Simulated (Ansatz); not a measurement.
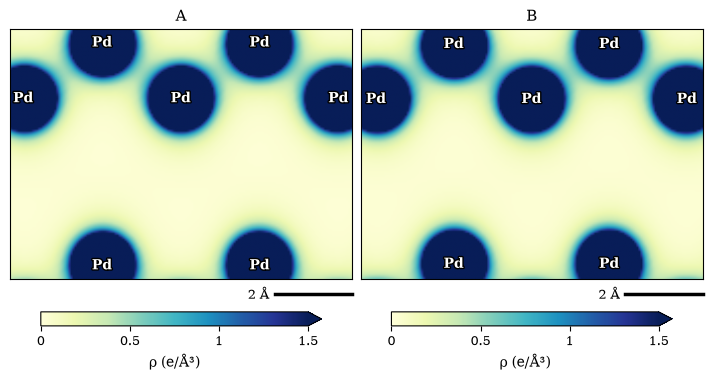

Pd. The valence electron density of two cells that differ in size, on the (011̄) plane of each (indices in the axes of the calculation cell), at one length scale and on one colour scale: A has 23.6 Å³ an atom and B 22.7.

All numbers below come from Ansatz, DFT, m-r2SCAN, plane waves (500 eV) with PAW, scalar-relativistic.

In a PAW calculation such maps are meaningful between the atoms, not at the nuclei.

Q: What changes from the larger cell to the smaller?

A: From the larger cell to the smaller, Pd–Pd goes from 2.48 to 2.45 Å, and the density at its midpoint from 0.49 to 0.53 e/Å³.
